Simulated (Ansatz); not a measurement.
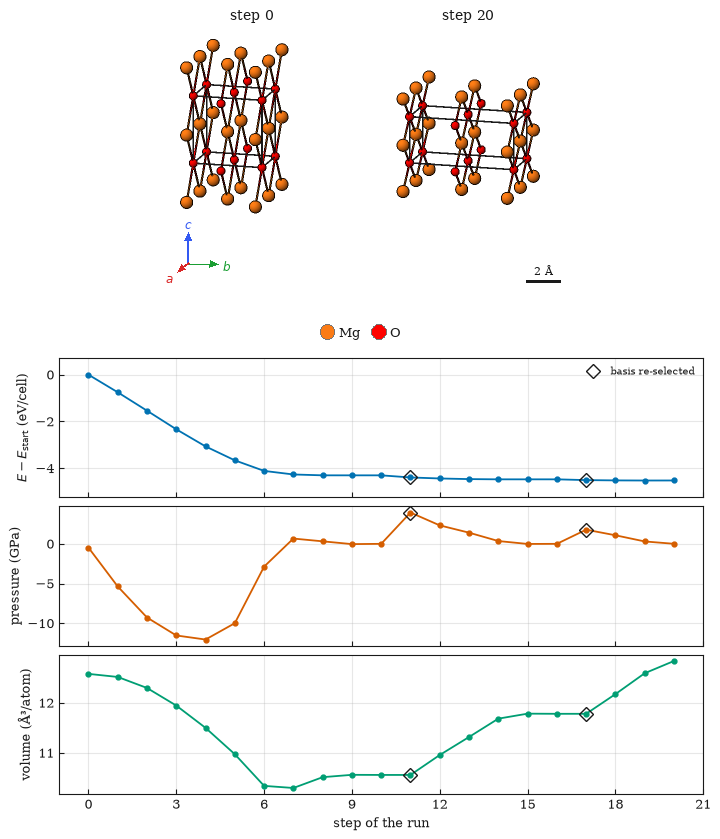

First and last geometry of a relaxation of crystalline MgO (a generated structure, set up in Cmmm), with the history of the run. The picture is a ball-and-stick view of the conventional cell (2 times the calculation's cell), seen slightly off an axis. Lengths and directions refer to the drawn axes.

The calculation used DFT PBE, scalar-relativistic, plane waves, PAW in Ansatz.

Input
```yaml
crystal:
  lattice:
    - [1.46597391, -2.10236703, 0.0]
    - [1.46597391, 2.10236703, 0.0]
    - [0.0, 0.0, 4.08118204]
  atoms:
    - { symbol: Mg, position: [0.5, 0.5, 0.5] }
    - { symbol: O, position: [0.0, 0.0, 0.0], spin: 0.64 }
basis:
  ecutwfc: 420
kpoints:
  mp_grid: { grid: [22, 22, 14] }
hamiltonian:
  xc: pbe
scf:
  occupations: { method: gaussian, width: 0.1 }
output:
  forces: true
  stress: true
  eigenvalues: true
  populations: true
  write_density: true
  write_potential: true
  elf: true
  volumetric_format: npy
magnetization:
  spin_polarized: true
relax:
  adjacent_minimum: "off"
  f_tol: 0.01
  max_steps: 80
  cell: { stress_tol: 0.05 }
```

Run as
```bash
ansatz run input.yaml --threads 1 --pin off --max-ram 2048MiB --backend cpu --events-out ev --progress --plain --runs-dir out
```

**Did the run converge, and what did it change?**

The run was cut off at its time limit before the relaxation converged, so the last structure is only a point on the way. No atom moves by more than 0.005 Å relative to the cell. The volume changes by +2.0 %, with a 2.932 → 2.870 Å (−2.1 %), b 4.205 → 6.378 Å (+51.7 %), c 4.081 → 2.805 Å (−31.3 %). Some distances before and after: Mg1–Mg1 4.081 → 2.805 Å, Mg1–Mg1 (another image) 2.563 → 3.497 Å, Mg1–O2 2.513 → 2.007 Å. Bond angles that change, for instance: O2–Mg1–O2 71.4° → 91.3°, O2–Mg1–O2 108.6° → 88.7°, Mg1–O2–Mg1 108.6° → 88.7°. The space group stays Cmmm (No. 65). Over 18 accepted moves (20 points after the start) the energy falls by 4.521 eV per cell of the calculation. All forces vanish by symmetry, so only the cell relaxes. The pressure goes from −0.47 to 0.01 GPa. At 2 points the geometry stayed and the basis and grid were re-selected for the new cell (energy shift of 90.3 meV per cell of the calculation at most each time). The program noted that the starting moments weren't kept. The run took 22 min on 1 thread of Arm Neoverse V1, with other jobs on the host, peak memory 0.82 GiB.
